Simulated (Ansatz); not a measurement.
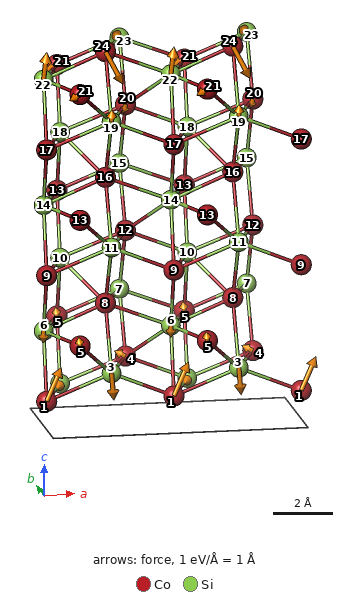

Starting geometry of a slab of composition CoSi (cut from the P2_13 phase) with the computed forces as orange arrows. The picture is a ball-and-stick view of the 2 × 1 repeat of the cell, outlined in the plane, without the vacuum (origin shifted), seen slightly off an axis.

Case: (1 0 0) slab, atoms relaxed. The slab is the (1 0 0) face of CoSi.

Computed with DFT PBE, scalar-relativistic, plane waves, PAW in Ansatz 0.2.0. Set-up: plane-wave cutoff 420 eV; k-point mesh 8 × 8 × 1; occupations gaussian; smearing width 0.1 eV; no spin polarisation; dipole correction; atoms relaxed in a fixed cell; force threshold 0.02 eV/Å; at most 60 steps.

What follows when this structure is relaxed?

It isn't relaxed: the largest force vector, on Co atoms, is 1.29 eV/Å. The atoms end up moving mostly along the starting forces (cosine between the two patterns 0.86). After 4 geometry steps the energy has fallen by 0.401 eV per cell of the calculation. The largest force component goes from 1.1 to 0.0097 eV/Å. The largest moves relative to the layer's centre, 0.16 Å, are those of Co atoms. Largest moves by element: Co 0.16 Å, Si 0.14 Å. The cell stays as it was. Among the contacts that change: Co–Si 2.432 → 2.565 Å, Co–Si 2.432 → 2.299 Å, Co–Si 2.316 → 2.412 Å, Co–Si 2.432 → 2.341 Å. Bond angles that change, for instance: Si–Co–Si 136.7° → 149.9°, Co–Si–Co 136.7° → 149.9°, Si–Co–Si 68.6° → 75.6°.
